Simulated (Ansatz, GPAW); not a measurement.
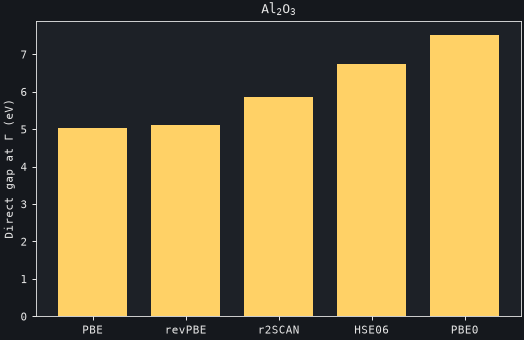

Direct gap at Γ, by several methods on one cell of Al₂O₃, space group P-6m2 (No. 187), 5 atoms in the cell; a = 2.884 Å, c = 9.337 Å (hexagonal axes). All runs are without spin-orbit coupling and carry no moments. The smallest gap is indirect or lies off these points.

> How do the methods rank at Γ?

From low to high: PBE 5.03, revPBE 5.10, r2SCAN 5.85, HSE06 6.75, PBE0 7.51 eV. Too close to rank are PBE against revPBE (different programs, potentials, meshes and cutoffs).

```csv
method,program,Γ (eV)
PBE,Ansatz,5.03
revPBE,GPAW,5.10
r2SCAN,Ansatz,5.85
HSE06,Ansatz,6.75
PBE0,Ansatz,7.51
```

Settings. PBE: Ansatz PAW, 11×11×3 k mesh, 420 eV cutoff, Gaussian smearing of 0.011 eV (Ansatz 0.2.0). revPBE: the program's PAW data sets (release 1.2.1) made for this functional, 6×6×2 k mesh, 680 eV cutoff, Fermi-Dirac smearing of 0.01 eV (GPAW). r2SCAN: Ansatz PAW, 11×11×3 k mesh, 500 eV cutoff, Fermi-Dirac smearing of 0.05 eV (Ansatz 0.2.0). HSE06: Ansatz PAW, 8×8×2 k mesh, 420 eV cutoff, Fermi-Dirac smearing of 0.05 eV (Ansatz 0.2.0). PBE0: Ansatz PAW, 8×8×2 k mesh, 420 eV cutoff, Fermi-Dirac smearing of 0.05 eV (Ansatz).

These are five of the 9 methods that were run on this cell. The runs come from different programs and meshes, which adds differences of its own. The usual form of Al2O3 is corundum. LDA, GGA and most meta-GGA functionals understate gaps. r2SCAN, HSE06 and PBE0: the PAW data sets were made with another functional. revPBE: the k mesh is coarse. Over all k points computed the smallest gap is 4.79 eV in PBE, 4.87 eV in revPBE, 5.63 eV in r2SCAN, 6.54 eV in HSE06 and 7.29 eV in PBE0, from the valence top at a point off the named ones to the conduction bottom at Γ, and such a mesh can miss a smaller one.
